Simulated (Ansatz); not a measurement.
**Geometry relaxation of Ni₂Si₅ (part 3 of 3)**

Ni₂Si₅ (interface cell, 28 atoms in the cell); DFT r2SCAN, scalar-relativistic, plane waves, PAW, no spin polarisation (Ansatz 0.2.0); cutoff 500 eV, 7×7×2 k-mesh, Gaussian smearing of 0.1 eV. The structure derives from a Materials Project entry. It belongs to a series of runs on one base structure; here: film shifted by (0, 0) in the plane.

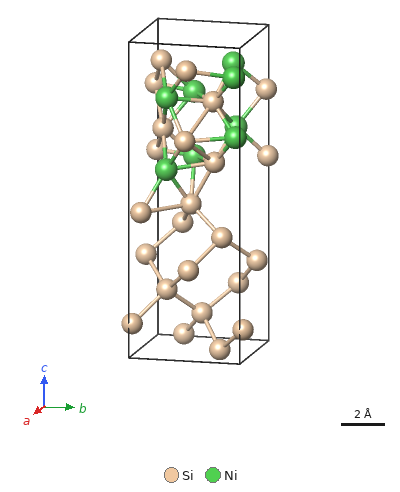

Fig. 1: The geometry at step 8 of the log (ball-and-stick view of the cell of the calculation, seen slightly off an axis).

### Output, continued
```
  k-point 49: bands = ["-98.1732", "-98.1699", "-98.0979", "-98.0752", "-98.0229", "-97.9395", "-97.6298", "-97.5303", "-57.1415", "-57.1384", "-57.1194", "-57.0944", "-57.0872", "-57.0775", "-57.0673", "-57.0603", "-57.0429", "-57.0155", "-57.0051", "-56.9826", "-56.9732", "-56.9543", "-56.9161", "-56.8895", "-56.8852", "-56.7249", "-56.6839", "-56.5869", "-56.5771", "-56.5011", "-56.4058", "-56.3300", "-2.8508", "-2.3971", "-2.1491", "-1.7411", "-1.4338", "-1.2850", "-0.9523", "-0.7677", "0.1901", "0.3227", "0.6398", "0.7776", "1.0681", "1.4392", "2.0226", "2.4888", "2.5840", "2.8883", "3.3126", "3.4590", "3.6726", "3.8631", "3.9675", "4.1724", "4.4343", "4.6174", "4.7956", "4.8149", "4.9728", "5.0701", "5.1766", "5.3646", "5.4145", "5.5484", "5.6049", "5.6757", "5.6992", "5.7936", "5.8627", "5.9333", "5.9616", "6.0073", "6.0964", "6.1312", "6.1913", "6.2462", "6.2983", "6.3654", "6.3719", "6.4331", "6.4654", "6.5171", "6.5691", "6.6197", "6.6973", "6.7660", "6.9179", "6.9548", "7.0329", "7.0987", "7.1641", "7.1955", "7.3133", "7.3690", "7.3811", "7.4377", "7.5100", "7.5329", "7.6067", "7.6666", "7.7145", "7.8099", "7.8313", "7.9854", "8.1892", "8.3343", "8.5377", "8.5769", "9.1487", "9.4328", "9.7087", "9.9209", "10.0424", "10.4352", "10.6971", "10.8797", "11.0852", "11.3761", "11.6134", "11.7708", "11.9750", "12.1620", "12.3468", "12.4342", "12.5037", "12.5855", "12.8026", "12.8989", "13.0227", "13.0776", "13.3007", "13.4364", "13.6146", "13.7707", "13.9038", "13.9646", "14.0807", "14.2406"]
--- Relaxed structure (11 steps of the walk, 11 accepted, 1 SCFs on fresh bases) ---
  F+E_penalty+E_count = -59545.54227569 eV   max|allowed force component| = 8.466e-3 eV/Å   (the final SCF, on the basis selected at the relaxed cell)
  cell:  # Å, volume = 454.9934 Å³
    - [5.44370238, -3.017881665495208e-146, -2.682421528750979e-113]
    - [-3.017881665495208e-146, 5.44370238, 1.0756463710149263e-112]
    - [-7.973979097367985e-113, 3.1975517593711527e-112, 15.353816563969753]
  atoms:
    - { symbol: Si, position: [0.17081604414137172, 0.28251073975980134, 0.018347319535346282] }
    - { symbol: Si, position: [-0.3163547272425063, 0.740589028292923, 0.018701926927010743] }
    - { symbol: Si, position: [-0.5726231804680565, 0.5134700363701931, 0.1091148570466372] }
    - { symbol: Si, position: [-0.07563910903097425, 0.016241021585151578, 0.10331578048178498] }
    - { symbol: Si, position: [-0.31541857883369034, 0.261913885747562, 0.19895326820665263] }
    - { symbol: Si, position: [-0.8186154285210706, 0.7759529534952968, 0.19176580523609174] }
    - { symbol: Si, position: [-1.0530751756314232, 0.5248762530858228, 0.2820859184462502] }
    - { symbol: Si, position: [-0.5736876444514529, 0.006995750707011692, 0.28585966863081297] }
    - { symbol: Si, position: [-0.8136405543354008, 0.2708537660088055, 0.374384446357966] }
    - { symbol: Si, position: [-1.3162887329011073, 0.7542293451886335, 0.3724703630897858] }
    - { symbol: Si, position: [-1.4815754253670879, 0.4324734070754391, 0.46029986209388074] }
    - { symbol: Si, position: [-1.1263829437972432, 0.07213764599003614, 0.45218979108076895] }
    - { symbol: Si, position: [-0.9564417803235308, 0.0015710369096087224, 0.5891049305326188] }
    - { symbol: Si, position: [-1.4590520478327247, -0.3494149374975701, 0.5977442001834343] }
    - { symbol: Ni, position: [-1.290228215818902, 0.25983702155403915, 0.5794176023037357] }
    - { symbol: Ni, position: [-0.7775456829484265, 0.3874275614978184, 0.5908361017511848] }
    - { symbol: Si, position: [-1.5833843293064516, 0.15365601944575882, 0.6873034195743334] }
    - { symbol: Si, position: [-1.0960578776442704, 0.4769531821348121, 0.6872585078702792] }
    - { symbol: Ni, position: [-1.2592058458775937, -0.10834787327567837, 0.6952681423240282] }
    - { symbol: Ni, position: [-1.7778036111427546, -0.23955640776967624, 0.6894988824812961] }
    - { symbol: Si, position: [-0.9394538359062281, -0.007963712083928836, 0.8001460370001308] }
    - { symbol: Si, position: [-1.463502353698441, -0.36247646817733403, 0.7895792603565913] }
    - { symbol: Ni, position: [-1.2732160565748607, 0.2675623489133978, 0.8077428337707638] }
    - { symbol: Ni, position: [-0.7846302876919508, 0.3799907348151582, 0.7921789342314636] }
    - { symbol: Si, position: [-1.5904270127507028, 0.13658310509798102, 0.9018701913073285] }
    - { symbol: Si, position: [-1.0754538713613502, 0.49549235554295834, 0.912620360718075] }
    - { symbol: Ni, position: [-1.266947723210664, -0.12514770305070627, 0.8853416942511518] }
    - { symbol: Ni, position: [-1.738467912272504, -0.2531298213633149, 0.8935142986105984] }
--- Löwdin populations: 28 sites ---
  site symbol       q [e]
     0     Si      3.9505
     1     Si      4.0007
     2     Si      3.9582
     3     Si      3.9706
     4     Si      3.9515
     5     Si      3.9659
     6     Si      3.9487
     7     Si      3.9448
     8     Si      3.9561
     9     Si      3.9612
    10     Si      4.0515
    11     Si      4.0349
    12     Si      4.1715
    13     Si      4.1396
    14     Ni     17.4937
    15     Ni     17.5091
    16     Si      4.2053
    17     Si      4.2356
    18     Ni     17.5051
    19     Ni     17.5170
    20     Si      4.2718
    21     Si      4.2140
    22     Ni     17.5123
    23     Ni     17.5181
    24     Si      4.1753
    25     Si      4.2423
    26     Ni     17.5240
    27     Ni     17.5316
  spilling = 0.011336 (of n_electrons = 224.000000)
```

### File populations.tsv
```
# site	symbol	l	j	q
# orbitals = lowdin
# n_electrons = 224.000000
# spilling = 0.011336
0	Si	0_3S	-	1.203706
0	Si	1_3P	-	2.746802
1	Si	0_3S	-	1.270791
1	Si	1_3P	-	2.729889
2	Si	0_3S	-	1.173868
2	Si	1_3P	-	2.784303
3	Si	0_3S	-	1.199725
3	Si	1_3P	-	2.770855
4	Si	0_3S	-	1.202083
4	Si	1_3P	-	2.749418
5	Si	0_3S	-	1.168910
5	Si	1_3P	-	2.796943
6	Si	0_3S	-	1.183280
6	Si	1_3P	-	2.765395
7	Si	0_3S	-	1.186514
7	Si	1_3P	-	2.758300
8	Si	0_3S	-	1.198641
8	Si	1_3P	-	2.757413
9	Si	0_3S	-	1.199088
9	Si	1_3P	-	2.762073
10	Si	0_3S	-	1.231413
10	Si	1_3P	-	2.820123
11	Si	0_3S	-	1.215140
11	Si	1_3P	-	2.819773
12	Si	0_3S	-	1.333094
12	Si	1_3P	-	2.838356
13	Si	0_3S	-	1.345033
13	Si	1_3P	-	2.794580
14	Ni	0_3S	-	1.986862
14	Ni	0_4S	-	0.544230
14	Ni	1_3P	-	5.993948
14	Ni	2_3D	-	8.968624
15	Ni	0_3S	-	1.988540
15	Ni	0_4S	-	0.545251
15	Ni	1_3P	-	5.992560
15	Ni	2_3D	-	8.982794
16	Si	0_3S	-	1.372405
16	Si	1_3P	-	2.832883
17	Si	0_3S	-	1.354846
17	Si	1_3P	-	2.880736
18	Ni	0_3S	-	1.986708
18	Ni	0_4S	-	0.586264
18	Ni	1_3P	-	5.993539
18	Ni	2_3D	-	8.938590
19	Ni	0_3S	-	1.985637
19	Ni	0_4S	-	0.595183
19	Ni	1_3P	-	5.993376
19	Ni	2_3D	-	8.942779
20	Si	0_3S	-	1.354314
20	Si	1_3P	-	2.917472
21	Si	0_3S	-	1.382436
21	Si	1_3P	-	2.831517
22	Ni	0_3S	-	1.987338
22	Ni	0_4S	-	0.603490
22	Ni	1_3P	-	5.994121
22	Ni	2_3D	-	8.927394
23	Ni	0_3S	-	1.986764
23	Ni	0_4S	-	0.591477
23	Ni	1_3P	-	5.993459
23	Ni	2_3D	-	8.946446
24	Si	0_3S	-	1.332739
24	Si	1_3P	-	2.842608
25	Si	0_3S	-	1.313073
25	Si	1_3P	-	2.929220
26	Ni	0_3S	-	1.985189
26	Ni	0_4S	-	0.587497
26	Ni	1_3P	-	5.991620
26	Ni	2_3D	-	8.959664
27	Ni	0_3S	-	1.988669
27	Ni	0_4S	-	0.563946
27	Ni	1_3P	-	5.991980
27	Ni	2_3D	-	8.986986
```

### Trajectory as extended XYZ (Å, eV, eV/Å), 4 of the 12 frames kept, from step=1 to step=12
```
28
Lattice="5.4437 0.0000 0.0000 0.0000 5.4437 0.0000 0.0000 0.0000 16.1824" Properties=species:S:1:pos:R:3:forces:R:3 step=1 energy=-59543.17719 pressure_GPa=-4.71
Si    1.3609    1.3609    0.5000   -0.1889   0.3368  -0.3160
Si   -1.3609    4.0828    0.5000   -0.0464  -0.2340  -1.1818
Si   -2.7219    2.7219    1.8609    0.0035   0.1375  -0.3669
Si    0.0000    0.0000    1.8609    0.1598  -0.1683  -0.3837
Si   -1.3609    1.3609    3.2219   -0.0400  -0.0121   0.0272
Si   -4.0828    4.0828    3.2219    0.0289   0.0051   0.0834
Si   -5.4437    2.7219    4.5828    0.0392   0.1248  -0.0610
Si   -2.7219    0.0000    4.5828    0.0385  -0.1157  -0.0316
Si   -4.0828    1.3609    5.9437   -0.1849   0.0478   0.5336
Si   -6.8046    4.0828    5.9437   -0.0034  -0.0501   0.3189
Si   -8.1656    2.7219    7.3046    0.5170  -0.1240   1.0917
Si   -5.4437    0.0000    7.3046   -0.3134   0.1067  -0.2675
Si   -5.4437    0.0000    9.5846    0.1705   0.2174   0.2481
Si   -8.1656   -1.8609    9.5846   -0.2460  -0.4005  -0.1332
Ni   -7.2190    1.4400    9.5846   -0.2447   0.2461  -0.4837
Ni   -4.4971    2.1428    9.5846    0.0121  -0.1613   0.8149
Si   -8.9306    0.8610   11.2005    0.0011   0.4285  -0.8990
Si   -6.2087    2.7219   11.2005    0.2098  -0.3346  -0.7973
Ni   -7.1553   -0.5791   11.2005    0.1318   0.0248  -0.5476
Ni   -9.8772   -1.2818   11.2005    0.1543   0.1254  -0.3936
Si   -5.4437    0.0000   12.8165    0.1529  -0.3822   0.8096
Si   -8.1656   -1.8609   12.8165   -0.3875   0.1829   0.5864
Ni   -7.2190    1.4400   12.8165   -0.1755   0.0569   0.7590
Ni   -4.4971    2.1428   12.8165   -0.0916  -0.0491   0.1490
Si   -8.9306    0.8610   14.4324   -0.1535  -0.3893   0.4637
Si   -6.2087    2.7219   14.4324    0.1940   0.4534   0.5126
Ni   -7.1553   -0.5791   14.4324    0.1978  -0.1833   0.2881
Ni   -9.8772   -1.2818   14.4324    0.0647   0.1106  -0.8234
28
Lattice="5.4437 0.0000 0.0000 0.0000 5.4437 0.0000 0.0000 0.0000 15.4295" Properties=species:S:1:pos:R:3:forces:R:3 step=5 energy=-59545.34340 pressure_GPa=-1.35
Si    0.9705    1.6930    0.2838    0.0158  -0.0922   0.0439
Si   -1.3888    3.9485    0.3703   -0.1064   0.1820   0.0557
Si   -2.8978    2.7735    1.6905   -0.0726  -0.0217   0.0115
Si   -0.1422    0.0756    1.6220   -0.0835   0.0553   0.0443
Si   -1.5290    1.3598    3.0626   -0.0579   0.0948   0.0456
Si   -4.1952    4.2103    2.9937   -0.0737   0.0047  -0.0385
Si   -5.5282    2.8135    4.3178   -0.0332   0.0315   0.0065
Si   -2.9067    0.0224    4.4616   -0.0895  -0.0084   0.0239
Si   -4.2619    1.4550    5.8014   -0.0858   0.0459  -0.0493
Si   -6.9286    4.0784    5.7272   -0.0487   0.1011   0.0151
Si   -7.9479    2.4305    7.0823   -0.0111  -0.0668  -0.1646
Si   -6.0001    0.3941    7.0062   -0.0540   0.0765  -0.0545
Si   -5.3201    0.0077    9.1656    0.0547  -0.0921  -0.1106
Si   -8.1025   -1.9000    9.1724    0.0775  -0.0309   0.1006
Ni   -7.1331    1.3783    8.9222    0.0697   0.1317   0.0741
Ni   -4.3962    2.1132    9.1407   -0.0107   0.0622  -0.0525
Si   -8.7625    0.8590   10.5841    0.1024  -0.0748   0.0461
Si   -6.1147    2.6252   10.5789    0.0052  -0.0449   0.0670
Ni   -7.0280   -0.5969   10.6926    0.0750  -0.0888   0.0881
Ni   -9.7818   -1.3033   10.6667   -0.0403  -0.0818  -0.0091
Si   -5.2996   -0.0290   12.3162    0.0492   0.0751  -0.0139
Si   -8.1018   -1.9322   12.2461    0.0793  -0.0963  -0.0680
Ni   -7.1056    1.4396   12.3993   -0.0094   0.0566   0.1754
Ni   -4.3971    2.0718   12.2213   -0.0242   0.0165  -0.1007
Si   -8.8213    0.7350   13.8762    0.0825  -0.0076   0.0794
Si   -5.9876    2.6666   13.9549    0.0486  -0.0350  -0.0581
Ni   -7.0203   -0.6520   13.7501    0.0272  -0.1571  -0.1013
Ni   -9.6940   -1.3531   13.7388    0.1134  -0.0354  -0.0562
28
Lattice="5.4437 0.0000 0.0000 0.0000 5.4437 0.0000 0.0000 0.0000 15.3457" Properties=species:S:1:pos:R:3:forces:R:3 step=8 energy=-59545.52961 pressure_GPa=-1.29
Si    0.8964    1.5064    0.2997    0.0742  -0.0654  -0.1021
Si   -1.7797    3.9974    0.2545    0.0071   0.0626   0.0656
Si   -3.1413    2.7655    1.6816   -0.0550  -0.0043  -0.0643
Si   -0.4623    0.0405    1.5726    0.0654   0.1088   0.0293
Si   -1.7346    1.4115    3.0497    0.0395  -0.0944   0.0233
Si   -4.4805    4.2028    2.9408   -0.0060   0.0497  -0.0578
Si   -5.7496    2.8416    4.3311    0.0557  -0.0104  -0.0367
Si   -3.1398    0.0201    4.3805   -0.0491   0.0904  -0.0029
Si   -4.4245    1.4785    5.7436   -0.0717  -0.0904   0.0330
Si   -7.1672    4.1114    5.7102   -0.0250  -0.0262   0.0077
Si   -8.0552    2.3612    7.0578   -0.0287  -0.0626   0.0662
Si   -6.1456    0.4042    6.9351    0.1056   0.0412   0.0014
Si   -5.1984    0.0130    9.0335   -0.0371   0.0452  -0.0158
Si   -7.9309   -1.8943    9.1735    0.0212   0.0011   0.0141
Ni   -7.0103    1.4269    8.8994   -0.0203  -0.0114  -0.0165
Ni   -4.2252    2.1134    9.0581    0.0360   0.0211   0.0404
Si   -8.6105    0.8471   10.5527    0.0075   0.0405  -0.0058
Si   -5.9505    2.6071   10.5548    0.0066  -0.0166  -0.0244
Ni   -6.8391   -0.5789   10.6795   -0.0300  -0.0029  -0.0739
Ni   -9.6640   -1.2896   10.5711   -0.0271  -0.0427   0.0881
Si   -5.1034   -0.0389   12.2860    0.0414   0.0672  -0.0360
Si   -7.9502   -1.9663   12.1140   -0.0256   0.0070  -0.0539
Ni   -6.9188    1.4727   12.4092    0.0553  -0.0370  -0.0638
Ni   -4.2540    2.0888   12.1721   -0.0666  -0.0972  -0.0866
Si   -8.6538    0.7509   13.8376   -0.0434   0.2306   0.1448
Si   -5.8170    2.7215   14.0084   -0.0316  -0.0964   0.0204
Ni   -6.8949   -0.6739   13.5754    0.1074   0.0310   0.0739
Ni   -9.4174   -1.3562   13.7264   -0.1058  -0.1385   0.0321
28
Lattice="5.4437 0.0000 0.0000 0.0000 5.4437 0.0000 0.0000 0.0000 15.3538" Properties=species:S:1:pos:R:3:forces:R:3 step=12 energy=-59545.54228 pressure_GPa=-1.28
Si    0.9299    1.5379    0.2817   -0.0008   0.0009   0.0000
Si   -1.7221    4.0315    0.2871    0.0001   0.0013  -0.0034
Si   -3.1172    2.7952    1.6753   -0.0022  -0.0022   0.0009
Si   -0.4118    0.0884    1.5863    0.0025  -0.0016   0.0000
Si   -1.7170    1.4258    3.0547   -0.0037   0.0034  -0.0005
Si   -4.4563    4.2241    2.9443    0.0019  -0.0036   0.0004
Si   -5.7326    2.8573    4.3311    0.0085   0.0021  -0.0047
Si   -3.1230    0.0381    4.3890   -0.0048   0.0002  -0.0014
Si   -4.4292    1.4744    5.7482   -0.0012   0.0049  -0.0038
Si   -7.1655    4.1058    5.7188    0.0000  -0.0050  -0.0063
Si   -8.0653    2.3543    7.0674   -0.0031   0.0033   0.0035
Si   -6.1317    0.3927    6.9428   -0.0036  -0.0045   0.0084
Si   -5.2066    0.0086    9.0450   -0.0070   0.0032   0.0055
Si   -7.9426   -1.9021    9.1777    0.0024   0.0040   0.0009
Ni   -7.0236    1.4145    8.8963    0.0024  -0.0038   0.0000
Ni   -4.2327    2.1090    9.0716    0.0063  -0.0062  -0.0064
Si   -8.6195    0.8365   10.5527    0.0007  -0.0014   0.0033
Si   -5.9666    2.5964   10.5520    0.0000   0.0022   0.0009
Ni   -6.8547   -0.5898   10.6750   -0.0003  -0.0063  -0.0030
Ni   -9.6778   -1.3041   10.5864   -0.0007   0.0011  -0.0021
Si   -5.1141   -0.0434   12.2853    0.0001   0.0018   0.0003
Si   -7.9669   -1.9732   12.1231    0.0012   0.0003  -0.0022
Ni   -6.9310    1.4565   12.4019   -0.0003  -0.0007   0.0012
Ni   -4.2713    2.0686   12.1630   -0.0020   0.0009   0.0005
Si   -8.6578    0.7435   13.8471   -0.0003  -0.0015   0.0004
Si   -5.8545    2.6973   14.0122    0.0060   0.0044   0.0051
Ni   -6.8969   -0.6813   13.5934    0.0001   0.0007   0.0051
Ni   -9.4637   -1.3780   13.7189   -0.0020   0.0020  -0.0024
```

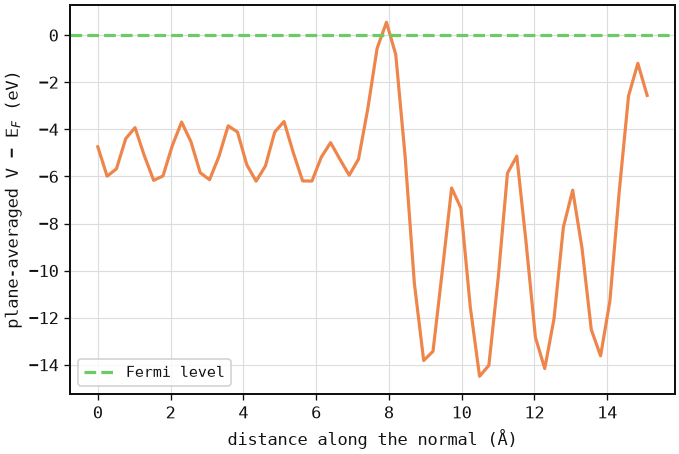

Fig. 2: Plane average of the electrostatic potential energy of an electron across the cell, from the Fermi level.

### Results in brief

```tsv
quantity	value
outcome	converged
electrons treated	224
free energy	−59545.5423 eV
Fermi energy	9.401 eV
gap on the k-point mesh	none (metallic)
final volume	454.99 Å³
largest force (length of the vector) at the end	0.011 eV/Å
hardware	8 threads of Arm Neoverse N1, 98 GiB of memory available, shared host
wall time	59 min (CPU time 7.7 h)
peak memory	5.9 GiB
```

### Remarks

The run has no spin polarisation, so a magnetic state may lie lower.
